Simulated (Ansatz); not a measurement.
# Geometry relaxation, with input and output: La

La (I4₁/amd, 2 atoms in the cell), computed with DFT, PBE, PAW with Ansatz's default frozen-core files, scalar-relativistic, no spin polarisation (Ansatz 0.2.0).

Its volume is 0.45 times that of the source entry. It belongs to a series of runs on one base structure; here: shape and atoms relaxed at 0.45 of the volume. Figures and captions count atoms from 1; the log counts them from 0 in places.

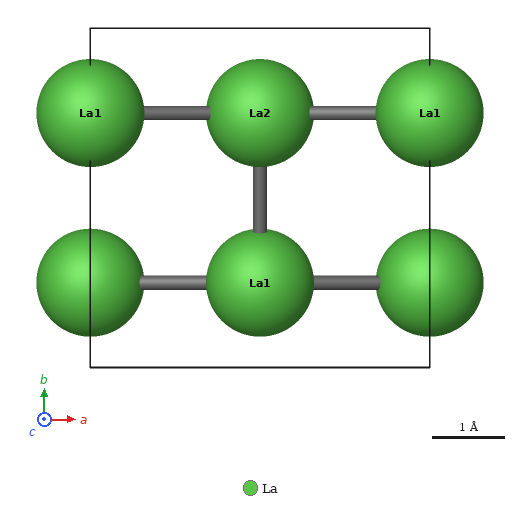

Figure 1. The structure as given in the input (ball-and-stick view of the cell 2 times as large as that of the calculation, set on its symmetry axes, along the c axis; atoms are numbered from 1 in the order of the input). An atom can appear more than once, as a periodic image. Near neighbours in the periodic cell (some may lie outside the picture): La has 4 La at 2.49 Å.

Input:
```yaml
crystal:
  lattice:
    - [-2.38324898, 2.38324898, 1.4121966584]
    - [2.38324898, -2.38324898, 1.4121966584]
    - [2.38324898, 2.38324898, -1.4121966584]
  atoms:
    - { symbol: La, position: [-0.375, -0.125, -0.25] }
    - { symbol: La, position: [0.375, 0.125, 0.25] }
kpoints:
  mp_grid: { grid: [13, 13, 13] }
scf:
  occupations: { method: fermi_dirac, width: 0.08 }
hamiltonian:
  xc: pbe
  pseudopotentials: { kind: paw }
output:
  forces: true
  stress: true
  write_density: true
  write_potential: true
  elf: true
  volumetric_format: npy
relax:
  f_tol: 0.005
  max_steps: 30
  cell: { stress_tol: 0.64, fix: [volume] }
```

Hardware: 1 thread of Arm Neoverse V2, 24 GiB of memory available, shared host.

Launched with:
```bash
ansatz run input.yaml --threads 1 --pin off --max-ram 2048MiB --backend cpu --events-out ev --progress --plain --runs-dir out
```

Log:
```
Engine: ansatz 0.2.0, aarch64-unknown-linux-gnu
Pseudopotentials: kind: paw
Pseudopotential: La, paw, valence charge 11, recommended cutoff 420 eV (normal), La.paw.azcp
Functional definition: PBE
  parameter kappa = 0.804
  parameter beta = 0.06672455060314922
  exchange = pbe_x(kappa = kappa, mu = beta*pi^2/3)
  correlation = pbe_c(beta = beta)
Crystal: 2 atoms, lattice volume = 32.084 Å³
Basis set: ecut = 420 eV, 621 PW (Γ), exchange–correlation on 50×50×50 points (8 copies of the dense FFT grid, shifted against one another)
Bands: 15, of which v1, the nominal top of the filled ones, is band 11 counted from 1 (10 counted from 0)
Symmetry: 16 space group operations
Space group: I41/amd (ITA 141), of the structure as read, at distance tolerance 3.2e-5 Å
k-points: 196 of 2197
Non-local potential: La, projectors of the file, l = 0: 3, l = 1: 2, l = 2: 2, l = 3: 3
PAW form: soft (Blöchl's): semilocal exchange-correlation on the pseudo side does not see the compensation charge
PAW one-centre angular grid: La, 590 points (default); XC on 64 Gauss nodes
Initial density: superposition of atomic densities (neutral atoms: chi_scale 0, normalization atom), corrected by the library's trained network
Initial wavefunctions: pseudopotential atomic-orbital guess
Functional: x = pbe(κ = 0.804, μ = 0.2195149727645171), c = pbe(β = 0.06672455060314922)
SCF iter   1: F=—  HF=-12492.198636 eV  |F-HF|=—  |Δ(HF+E_count)|=         —  Δρ=3.11e-2  dr2=1.04e-1  ethr=1.77e-3  ⟨swp⟩=5.3  Hψ=15742  notcnv=0
preconditioner: auto → none  [metal: Δε(μ)=0.012 eV  Ē_g=13.093 eV  σ=0.080 eV  W_gap=0.04  n_scr=4 (ndim 8)  ℏωp=27.8 eV  f_vac=0.000  D(μ)=1.51/eV (n_scr^D=16)  sad-step TF]
SCF iter   2: F=—  HF=-12492.177317 eV  |F-HF|=—  |Δ(HF+E_count)|=   2.13e-2  Δρ=1.68e-2  dr2=2.90e-2  ethr=4.72e-4  ⟨swp⟩=2.6  Hψ=6013  notcnv=0
SCF iter   3: F=—  HF=-12492.169886 eV  |F-HF|=—  |Δ(HF+E_count)|=   7.43e-3  Δρ=8.52e-4  dr2=1.14e-4  ethr=1.32e-4  ⟨swp⟩=3.1  Hψ=5879  notcnv=0
SCF iter   4: F=—  HF=-12492.169955 eV  |F-HF|=—  |Δ(HF+E_count)|=   6.93e-5  Δρ=3.26e-4  dr2=3.29e-5  ethr=5.20e-7  ⟨swp⟩=2.3  Hψ=5353  notcnv=0
SCF iter   5: F=—  HF=-12492.169953 eV  |F-HF|=—  |Δ(HF+E_count)|=   2.19e-6  Δρ=4.67e-5  dr2=3.64e-7  ethr=1.50e-7  ⟨swp⟩=2.4  Hψ=5407  notcnv=0
SCF iter   6: F=-12492.169953 eV  HF=-12492.169953 eV  |F-HF|=2.86e-9  |Δ(HF+E_count)|=   1.88e-7  Δρ=6.12e-6  dr2=5.61e-9  ethr=4.55e-10  ⟨swp⟩=9.6  Hψ=21555  notcnv=0
SCF 1 converged in 6 iterations: F = -12492.169953 eV  dr2 = 5.61e-9
  Residual-converged pass: ⟨swp⟩=1.0  Hψ=3726  notcnv=0  max |occ|·‖R‖ = 7.1e-9 eV (tolerance 1.0e-8 eV)  dr2=5.61e-9  dr2_onsite=5.63e-9  max |Δocc| = 1.5e-10
  greatest PAW one-centre occupation: 0.962 electrons in one spin orbital (limit 2), on the La atom at site 1 (counted from 0), in its partial waves of l = 0
relax step   1: F+E_penalty+E_count = -12492.16995303 eV  Δ(F+E_penalty+E_count) = +0.000e0 eV  max|allowed force component| = 6.939e-18 eV/Å  Δτ_max = 0.0000 Å  P = +141.436 GPa  Ω = 32.084 Å³  fix = [volume]  reactions: volume +141.436 GPa  (6 SCF iters, dr2 threshold 1.00e-7 eV, accepted)
Basis set: ecut = 420 eV, 617 PW (Γ), exchange–correlation on 50×50×50 points (8 copies of the dense FFT grid, shifted against one another)
Initial density: handed on by an earlier stage of this run
Initial wavefunctions: those handed on with the density
iter 1 solved again at ethr=2.21e-4 eV; its pass at ethr=3.10e-3 eV (dr2=4.85e-2 eV) is discarded
SCF iter   1: F=—  HF=-12492.405944 eV  |F-HF|=—  |Δ(HF+E_count)|=         —  Δρ=1.15e-2  dr2=4.97e-2  ethr=2.21e-4  ⟨swp⟩=1.6  Hψ=29897  notcnv=0
preconditioner: auto → none  [metal: Δε(μ)=0.020 eV  Ē_g=13.023 eV  σ=0.080 eV  W_gap=0.06  n_scr=4 (ndim 8)  ℏωp=27.8 eV  f_vac=0.000  D(μ)=1.69/eV (n_scr^D=16)]
SCF iter   2: F=—  HF=-12492.387608 eV  |F-HF|=—  |Δ(HF+E_count)|=   1.83e-2  Δρ=3.22e-3  dr2=2.29e-3  ethr=2.21e-4  ⟨swp⟩=3.3  Hψ=5818  notcnv=0
SCF iter   3: F=—  HF=-12492.386999 eV  |F-HF|=—  |Δ(HF+E_count)|=   6.09e-4  Δρ=1.01e-3  dr2=1.39e-4  ethr=1.04e-5  ⟨swp⟩=2.2  Hψ=5041  notcnv=0
SCF iter   4: F=—  HF=-12492.386980 eV  |F-HF|=—  |Δ(HF+E_count)|=   1.93e-5  Δρ=1.24e-4  dr2=3.37e-6  ethr=6.32e-7  ⟨swp⟩=2.2  Hψ=4866  notcnv=0
SCF iter   5: F=-12492.386979 eV  HF=-12492.386979 eV  |F-HF|=3.53e-8  |Δ(HF+E_count)|=   9.51e-7  Δρ=3.16e-5  dr2=7.20e-8  ethr=9.09e-10  ⟨swp⟩=11.0  Hψ=28628  notcnv=0
SCF 2 converged in 5 iterations: F = -12492.386979 eV  dr2 = 7.20e-8
relax step   2: F+E_penalty+E_count = -12492.38697921 eV  Δ(F+E_penalty+E_count) = -2.170e-1 eV  max|allowed force component| = 6.939e-18 eV/Å  Δτ_max = 0.0000 Å  P = +133.650 GPa  Ω = 32.084 Å³  energy of the carried Pulay correction = +1.211e-5 eV  fix = [volume]  reactions: volume +133.650 GPa  (5 SCF iters, dr2 threshold 2.00e-7 eV, accepted)
iter 1 solved again at ethr=3.82e-7 eV; its pass at ethr=3.10e-3 eV (dr2=8.41e-5 eV) is discarded
SCF iter   1: F=—  HF=-12492.387363 eV  |F-HF|=—  |Δ(HF+E_count)|=         —  Δρ=4.65e-4  dr2=7.84e-5  ethr=3.82e-7  ⟨swp⟩=3.3  Hψ=27239  notcnv=0
preconditioner: auto → none  [metal: Δε(μ)=0.005 eV  Ē_g=13.030 eV  σ=0.080 eV  W_gap=0.02  n_scr=4 (ndim 8)  ℏωp=27.8 eV  f_vac=0.000  D(μ)=1.72/eV (n_scr^D=16)]
SCF iter   2: F=—  HF=-12492.387334 eV  |F-HF|=—  |Δ(HF+E_count)|=   2.89e-5  Δρ=1.21e-4  dr2=3.10e-6  ethr=3.56e-7  ⟨swp⟩=2.5  Hψ=4999  notcnv=0
SCF iter   3: F=-12492.387333 eV  HF=-12492.387333 eV  |F-HF|=1.58e-8  |Δ(HF+E_count)|=   7.50e-7  Δρ=3.83e-5  dr2=1.74e-7  ethr=9.09e-10  ⟨swp⟩=10.8  Hψ=27386  notcnv=0
SCF 3 converged in 3 iterations: F = -12492.387333 eV  dr2 = 1.74e-7
  Residual-converged pass: ⟨swp⟩=1.1  Hψ=3737  notcnv=0  max |occ|·‖R‖ = 7.0e-9 eV (tolerance 1.0e-8 eV)  dr2=1.74e-7  dr2_onsite=3.03e-8  max |Δocc| = 1.5e-10
relax step   3: F+E_penalty+E_count = -12492.38733286 eV  Δ(F+E_penalty+E_count) = -3.537e-4 eV  max|allowed force component| = 2.776e-17 eV/Å  Δτ_max = 0.0000 Å  P = +133.425 GPa  Ω = 32.084 Å³  energy of the carried Pulay correction = +1.260e-5 eV  fix = [volume]  reactions: volume +133.425 GPa  (3 SCF iters, dr2 threshold 2.00e-7 eV, accepted)
Initial wavefunctions: pseudopotential atomic-orbital guess (no wavefunctions were taken with the density)
iter 1 solved again at ethr=8.84e-8 eV; its pass at ethr=3.10e-3 eV (dr2=1.94e-5 eV) is discarded
SCF iter   1: F=—  HF=-12492.387287 eV  |F-HF|=—  |Δ(HF+E_count)|=         —  Δρ=1.03e-4  dr2=7.26e-7  ethr=8.84e-8  ⟨swp⟩=3.6  Hψ=24520  notcnv=0
preconditioner: auto → none  [metal: Δε(μ)=0.015 eV  Ē_g=13.027 eV  σ=0.080 eV  W_gap=0.05  n_scr=4 (ndim 8)  ℏωp=27.8 eV  f_vac=0.000  D(μ)=1.72/eV (n_scr^D=16)]
SCF iter   2: F=—  HF=-12492.387287 eV  |F-HF|=—  |Δ(HF+E_count)|=   5.37e-7  Δρ=5.03e-5  dr2=1.61e-7  ethr=3.30e-9  ⟨swp⟩=2.1  Hψ=4065  notcnv=0
SCF iter   3: F=-12492.387287 eV  HF=-12492.387287 eV  |F-HF|=5.46e-11  |Δ(HF+E_count)|=   1.64e-7  Δρ=2.63e-6  dr2=8.75e-10  ethr=1.49e-11  ⟨swp⟩=7.9  Hψ=22611  notcnv=0
SCF 4 converged in 3 iterations: F = -12492.387287 eV  dr2 = 8.75e-10
relax step   4: F+E_penalty+E_count = -12492.38728737 eV  Δ(F+E_penalty+E_count) = +4.549e-5 eV  max|allowed force component| = 3.469e-17 eV/Å  Δτ_max = 0.0000 Å  P = +133.428 GPa  Ω = 32.084 Å³  fix = [volume]  reactions: volume +133.428 GPa  stress off target by 4.55e-2 GPa on what of the cell is left free  SCF on the basis re-selected at this cell (its energy is not comparable with the rows above)  (3 SCF iters)
```

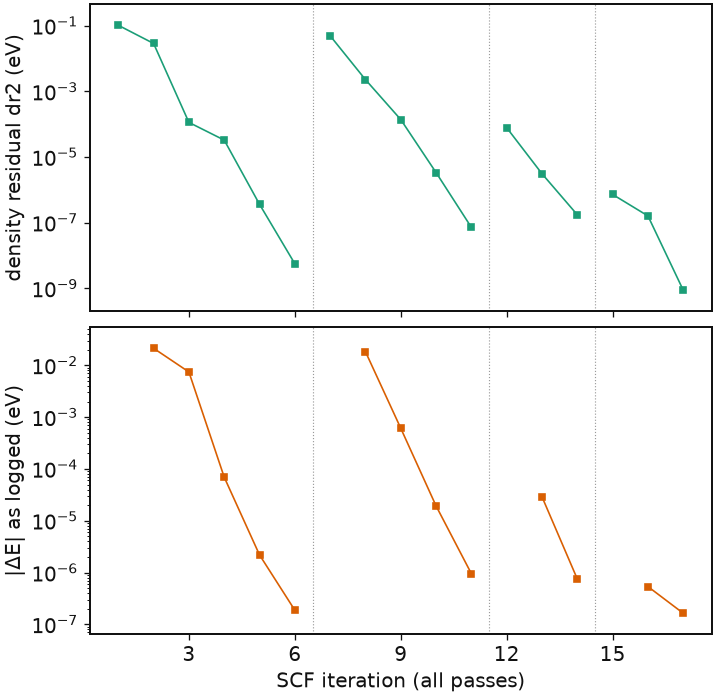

Figure 2. Convergence of the self-consistent field: density residual dr2 and size of the energy change against the SCF iteration. The dotted lines part the SCF passes of the relaxation: geometry steps, rejected trials and re-solves on a re-selected basis. The passes take 6, 5, 3 and 3 iterations.

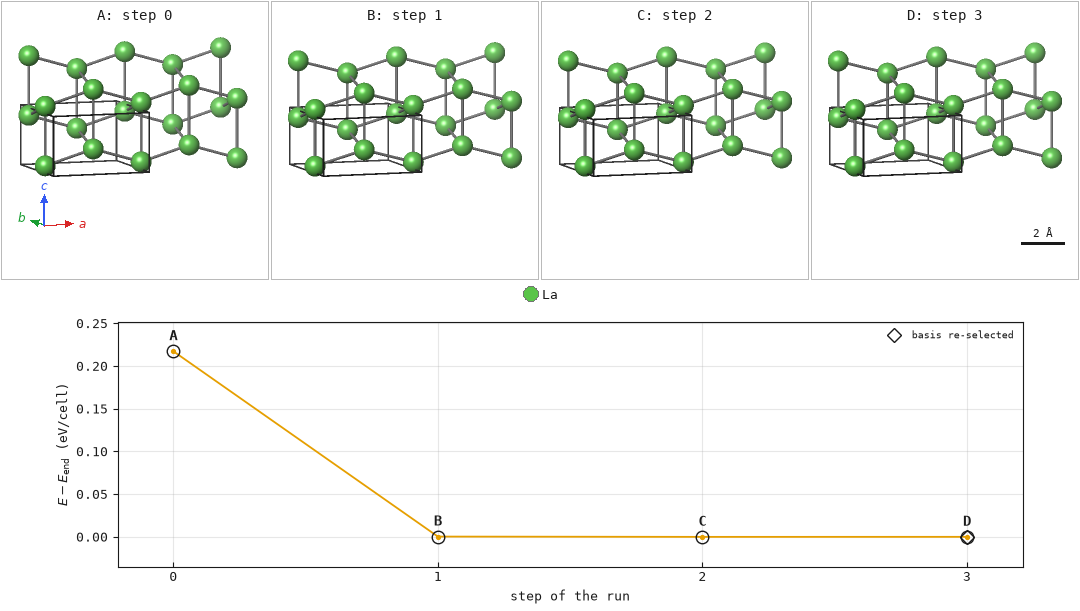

Figure 3. Frames of the relaxation (ball-and-stick view of the cell 2 times as large as that of the calculation, set on its symmetry axes, repeated 2 × 1 × 2, seen slightly off an axis) above the curves, on which the letters mark them (the first geometry is step 0 here and step 1 in the log).

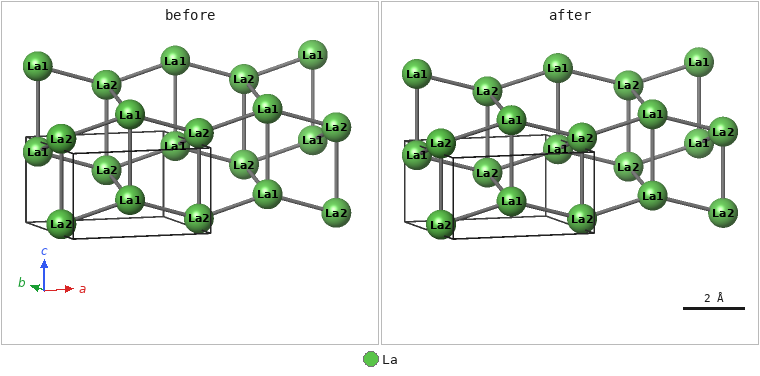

Figure 4. Before (left) and after (right) the relaxation, at one scale (ball-and-stick view of the cell 2 times as large as that of the calculation, set on its symmetry axes, repeated 2 × 1 × 2, seen slightly off an axis). The atoms keep their places relative to the cell (all moves are under 0.005 Å). The drawn cell changes at constant volume: a = b 4.766 → 4.891 Å (+2.6 %), c 2.824 → 2.683 Å (−5.0 %). Distances before and after: La1–La1 2.824 → 2.683 Å, La1–La2 2.486 → 2.536 Å. Among the angles that change: La2–La1–La2 147.0° → 149.3°. The space group stays I4_1/amd (No. 141). After 2 geometry steps the energy has fallen by 0.217 eV per cell of the calculation. All forces vanish by symmetry, so only the cell relaxes. Pressure: 141.44 GPa at the start and 133.43 GPa at the end. A last SCF at the same geometry on a re-selected plane-wave basis shifts the energy by +0.0 meV per cell of the calculation. (Atoms are counted from 1 in the order of the input.)

```
basis re-selected at this cell: Δ(F+E_penalty+E_count) = +4.549e-5 eV, ΔP = +0.003 GPa vs the last step (what re-selecting the basis moved, of the pressure what is left beyond the Pulay correction that the steps carried, after the strain that the cell walked since its last selection, with what the two solves' SCF thresholds leave and, on support functions, any second-order correction that the steps lacked; it is no measure of the basis error at this ecutwfc). This SCF's stress stands 4.55e-2 GPa from its target on what of the cell is left free (relax.cell.stress_tol is 6.40e-1 GPa) and its largest allowed force component is 3.47e-17 eV/Å (relax.f_tol is 5.00e-3 eV/Å): within both
SCF converged after 3 iterations
Free energy (F): -12492.387287 eV
Harris-Foulkes:  -12492.387287 eV  (|F-HF|=5.46e-11)
Internal energy: -12492.350150 eV  (E = F + TS)
E sigma→0 (E₀):  -12492.368719 eV
Entropy (-TS):   -0.037137 eV (-18.569 meV/atom)
Fermi energy:    26.613741 eV
--- Per-component energies (eV) ---
  E_band       = 252.133682
  E_kinetic    = 445.857122
  E_local      = -109.504249  (includes V_loc(G=0)·N_el)
  E_nonlocal   = 199.605420
  E_hartree    = 85.162447
  E_xc         = -298.588625
  E_vxc        = -322.578944  (∫ρ·V_xc dr)
  E_paw        = -10840.282135  (= ΣΔE_a)
  E_vpaw       = -131.570398  (= ΣTr[D̂ρ^β])
  E_aug_tail   = -0.000000  (compensation charges beyond the density's cutoff)
  E_ewald      = -1974.600129
  E_smearing   = -0.037137  (= −TS)
  E_closure    = 0.000000  (closes the sum)
  Σ components = -12492.387287   (vs F -12492.387287, Δ=0.00e0)
--- Forces (eV/Å), atoms counted from 1 ---
  atom   1  La     0.00000000     0.00000000     0.00000000
  atom   2  La     0.00000000    -0.00000000     0.00000000
  max |Σ_I F_I| component: 1.39e-17 eV/Å
--- Stress (GPa, compression-positive) ---
      133.450531       0.000000       0.000000
        0.000000     133.450531      -0.000000
        0.000000       0.000000     133.382274
  P = ⅓ Tr σ = 133.4278 GPa (1334.278 kbar)
--- Band table (eV; the first three rows and the last of 196) ---
  k-point 0: bands = ["-8.6601", "-3.3559", "6.7038", "6.7038", "14.3372", "14.5138", "14.6370", "14.6370", "19.8292", "25.0031", "25.9161", "25.9388", "27.6485", "27.6592", "27.6592"]
  k-point 1: bands = ["-8.6052", "-3.4761", "6.7695", "6.8091", "13.9152", "14.4432", "14.5089", "14.8463", "20.0230", "25.2021", "25.8479", "25.8603", "27.6133", "27.7663", "27.8385"]
  k-point 2: bands = ["-8.4415", "-3.8143", "6.9657", "7.1106", "13.1997", "13.9124", "14.4976", "14.9740", "20.5919", "25.6751", "25.6835", "25.7517", "27.7719", "28.0192", "28.0399"]
  k-point 195: bands = ["-6.1388", "-6.0555", "4.6763", "4.7724", "13.9984", "14.0208", "16.2934", "16.4519", "26.5275", "26.5339", "27.3322", "27.4526", "28.7169", "28.7658", "29.0145"]
--- Relaxed structure (3 steps of the walk, 3 accepted, 1 SCFs on fresh bases) ---
  F+E_penalty+E_count = -12492.38728737 eV   max|allowed force component| = 3.469e-17 eV/Å   (the final SCF, on the basis selected at the relaxed cell)
  cell:  # Å, volume = 32.0844 Å³
    - [-2.4452655700189303, 2.4452655700189303, 1.3414730287958774]
    - [2.4452655700189303, -2.4452655700189303, 1.3414730287958774]
    - [2.4452655700189303, 2.4452655700189303, -1.3414730287958774]
  atoms:
    - { symbol: La, position: [-0.37500000000000006, -0.12499999999999997, -0.25000000000000006] }
    - { symbol: La, position: [0.37500000000000006, 0.12499999999999997, 0.25000000000000006] }
```

File v_z.tsv:
```
# z_ang	v_es[eV]	v_tot[eV]
# format = ansatz-planar-average/11
# xc	pbe
# density_cutoff_ev	1680
# datasets	La=:simpson_from_first_knot:soft
# lattice	-2.445265570	2.445265570	1.341473029
# lattice	2.445265570	-2.445265570	1.341473029
# lattice	2.445265570	2.445265570	-1.341473029
# sites	2
# site	57	0.000000000	-1.222632785	-0.335368257
# site	57	-0.000000000	1.222632785	0.335368257
0.000000	1.451037e1	1.290518e0
0.148368	1.392372e1	6.368491e-1
0.296736	1.260333e1	-8.403994e-1
0.445105	1.137341e1	-2.264818e0
0.593473	1.069743e1	-3.119157e0
0.741841	1.057136e1	-3.361310e0
0.890209	1.064797e1	-3.338858e0
1.038577	1.061148e1	-3.356423e0
1.186945	1.058161e1	-3.301048e0
1.335314	1.095689e1	-2.776814e0
1.483682	1.193552e1	-1.603281e0
1.632050	1.330160e1	-5.657999e-2
1.780418	1.435563e1	1.117954e0
1.928786	1.435563e1	1.117954e0
2.077154	1.330160e1	-5.657999e-2
2.225523	1.193552e1	-1.603281e0
2.373891	1.095689e1	-2.776814e0
2.522259	1.058161e1	-3.301048e0
2.670627	1.061148e1	-3.356423e0
2.818995	1.064797e1	-3.338858e0
2.967364	1.057136e1	-3.361310e0
3.115732	1.069743e1	-3.119157e0
3.264100	1.137341e1	-2.264818e0
3.412468	1.260333e1	-8.403994e-1
3.560836	1.392372e1	6.368491e-1
```

Trajectory as extended XYZ (Å, eV, eV/Å), 4 frames, from step=1 to step=4:
```
2
Lattice="-2.3832 2.3832 1.4122 2.3832 -2.3832 1.4122 2.3832 2.3832 -1.4122" Properties=species:S:1:pos:R:3:forces:R:3 step=1 energy=-12492.16995 pressure_GPa=141.44
La    0.0000   -1.1916   -0.3530    0.0000   0.0000   0.0000
La    0.0000    1.1916    0.3530    0.0000   0.0000   0.0000
2
Lattice="-2.4428 2.4428 1.3442 2.4428 -2.4428 1.3442 2.4428 2.4428 -1.3442" Properties=species:S:1:pos:R:3:forces:R:3 step=2 energy=-12492.38698 pressure_GPa=133.65
La    0.0000   -1.2214   -0.3361    0.0000   0.0000   0.0000
La    0.0000    1.2214    0.3361    0.0000   0.0000   0.0000
2
Lattice="-2.4453 2.4453 1.3415 2.4453 -2.4453 1.3415 2.4453 2.4453 -1.3415" Properties=species:S:1:pos:R:3:forces:R:3 step=3 energy=-12492.38733 pressure_GPa=133.42
La    0.0000   -1.2226   -0.3354    0.0000   0.0000   0.0000
La    0.0000    1.2226    0.3354    0.0000   0.0000   0.0000
2
Lattice="-2.4453 2.4453 1.3415 2.4453 -2.4453 1.3415 2.4453 2.4453 -1.3415" Properties=species:S:1:pos:R:3:forces:R:3 step=4 energy=-12492.38729 pressure_GPa=133.43
La    0.0000   -1.2226   -0.3354    0.0000   0.0000   0.0000
La    0.0000    1.2226    0.3354    0.0000   0.0000   0.0000
```

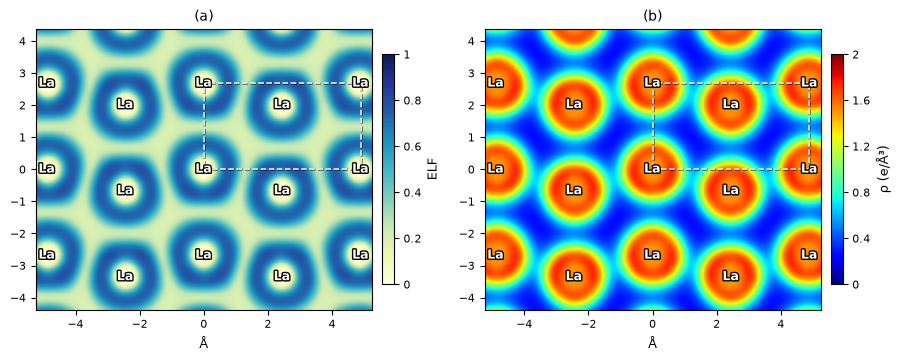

Figure 5. (a) ELF; (b) valence electron density on the (010) plane of the conventional cell. The section cuts through La sites. La–La (2.54 Å): ρ is about 0.68 e/Å³ halfway; the ELF is about 0.30 at the midpoint; no localised pair between them. La–La (2.68 Å): ρ is about 0.52 e/Å³ halfway; the ELF is about 0.25 at the midpoint; no shared electron pair. Away from the nuclei the density in this plane falls to 0.27 e/Å³ at its lowest. The strong features right at La lie inside the PAW spheres (semicore, d or f shells) and say nothing about bonding. Core electrons are frozen (PAW), so the fields are smoothed inside the atomic spheres.

Results in brief:

- outcome: converged
- space group (tolerance 0.01 Å): I4₁/amd (141)
- electrons treated: 22
- free energy: −12492.3873 eV
- Fermi energy: 26.614 eV
- pressure: 133.43 GPa
- final volume: 32.08 Å³
- largest force (length of the vector) at the end: under 0.001 eV/Å
- final cell: a = 3.709 Å, b = 3.709 Å, c = 3.709 Å, α = 97.52°, β = 97.52°, γ = 137.60°
- wall time: 22 s
- peak memory: 0.4 GiB

Remarks:

The cell is under a pressure of 133 GPa at this level, so it is not at its equilibrium volume.
